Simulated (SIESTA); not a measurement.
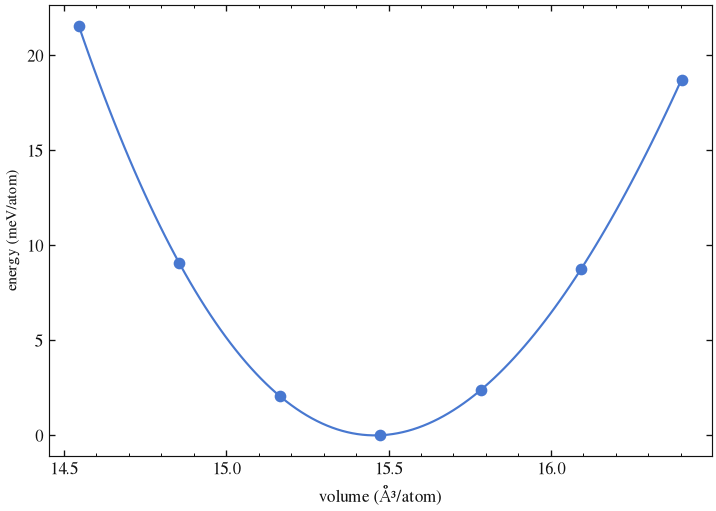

Plotted: energy against volume for TiAl₃, space group Pm-3m (No. 221).

Starting cell:
```xyz
4
Lattice="3.9557 0.0000 0.0000 0.0000 3.9557 0.0000 0.0000 0.0000 3.9557" Properties=species:S:1:pos:R:3 pbc="T T T"
Ti    0.0000    0.0000    0.0000
Al    0.0000    1.9778    1.9778
Al    1.9778    0.0000    1.9778
Al    1.9778    1.9778    0.0000
```

Computed with SIESTA 5.4.2: DFT in numerical atomic orbitals with pseudopotentials, no spin polarisation; energies at scaled volumes of the given cell, shape and fractions fixed, counted from the fit's minimum, third-order Birch-Murnaghan fit. Level: PBEsol.

k mesh 7×7×7; occupations Fermi–Dirac; smearing width 0.05 eV; potentials PseudoDojo 0.4 standard, converted to PSML, two zetas on semicore shells; program settings basis DZP, mesh cutoff 800 Ry.

How stiff is the solid, and where is its volume at rest?

A third-order Birch–Murnaghan fit gives V0 = 15.46 Å³/atom, B0 = 115 GPa and B′ = 4.2.

Note: mulliken charges of long orbitals.
